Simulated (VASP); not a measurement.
System BeTe (space group F-43m, No. 216); source of the atomic positions: an entry of the Crystallography Open Database, as set up for an electronic-structure calculation.

```cif
data_structure
_symmetry_space_group_name_H-M 'F-43m'
_symmetry_Int_Tables_number 216
_cell_length_a 5.5400
_cell_length_b 5.5400
_cell_length_c 5.5400
_cell_angle_alpha 90.000
_cell_angle_beta 90.000
_cell_angle_gamma 90.000
_cell_volume 170.03
loop_
_atom_site_label
_atom_site_type_symbol
_atom_site_symmetry_multiplicity
_atom_site_Wyckoff_symbol
_atom_site_fract_x
_atom_site_fract_y
_atom_site_fract_z
_atom_site_occupancy
Te1 Te 4 c 0.25000 0.75000 0.75000 1
Be1 Be 4 a 0.00000 0.00000 0.00000 1
```

Describe the stacking along [111], with columns A (0, 0), B (1/3, 2/3), C (2/3, 1/3) of the hexagonal mesh spanned by (a − b)/2 and (b − c)/2.

Be(A) – Te(A) – Be(B) – Te(B) – Be(C) – Te(C) (six layers in 9.60 Å).

Te layers alone: ABC, the cubic close-packed type.

Be: three tetrahedral sites, counted in one hexagonal cell.

Polytype symbol 3C, the symbol of a tetrahedral polytype (number of double layers in the repeat and lattice).

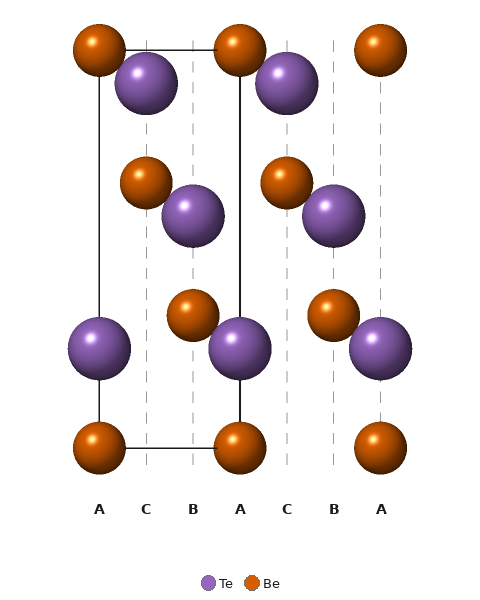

The picture looks along a close-packed row of the hexagonal mesh; [111] points upwards. The dashed lines mark the three columns A (0, 0), B (1/3, 2/3) and C (2/3, 1/3). The box is the hexagonal cell of the face-centred cubic lattice. The sequence starts with the first layer at or above the cell's origin.
